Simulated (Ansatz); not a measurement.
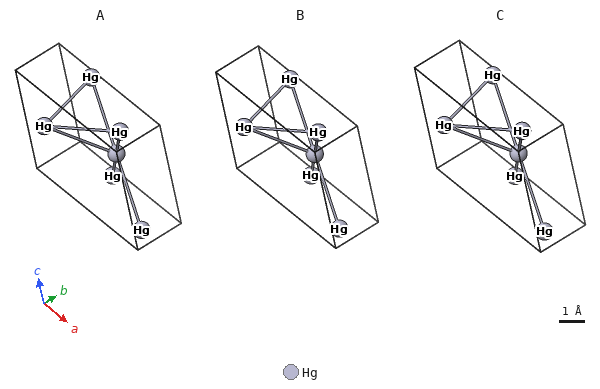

3 geometries from one relaxation of crystalline Hg (set up in I4/mmm), in shuffled order. Style: ball-and-stick. Shown: the cell of the calculation, slightly off an axis.

Case: relaxed again under DFT PBE, scalar-relativistic, plane waves, PAW.

The calculation used DFT PBE, scalar-relativistic, plane waves, PAW (Ansatz). Set-up: plane-wave cutoff 420 eV; k-point mesh 12 × 12 × 12; occupations gaussian; smearing width 0.1 eV; no spin polarisation; cell and atoms relaxed; force threshold 0.005 eV/Å; at most 50 steps.

Q: Put them in the order of the run, from the start to the converged end.

A: B, A, C. They are steps 0, 1, 4, at +23.6 meV per atom, +6.4 meV per atom relative to the last. No atom moves by more than 0.005 Å relative to the cell. Cell: a = b = c 5.237 → 5.489 Å (+4.8 %), α 119.7° → 119.9°, β 119.7° → 119.9°, γ 90.5° → 90.3°. Volume +14.8 %. Among the contacts that change: Hg–Hg 3.687 → 3.872 Å, Hg–Hg 3.212 → 3.364 Å. The space group stays I4/mmm (No. 139). Over 3 accepted moves (4 points after the start) the energy falls by 23.6 meV per atom. All forces vanish by symmetry, so only the cell relaxes. The pressure goes from 2.53 to −0.04 GPa. At 1 point the geometry stayed and the basis and grid were re-selected for the new cell (energy shift of 0.7 meV per atom at most each time). The run took 2.1 min on 1 thread of Intel(R) Xeon(R) Platinum 8559C (Emerald Rapids), with other jobs on the host, peak memory 0.91 GiB.
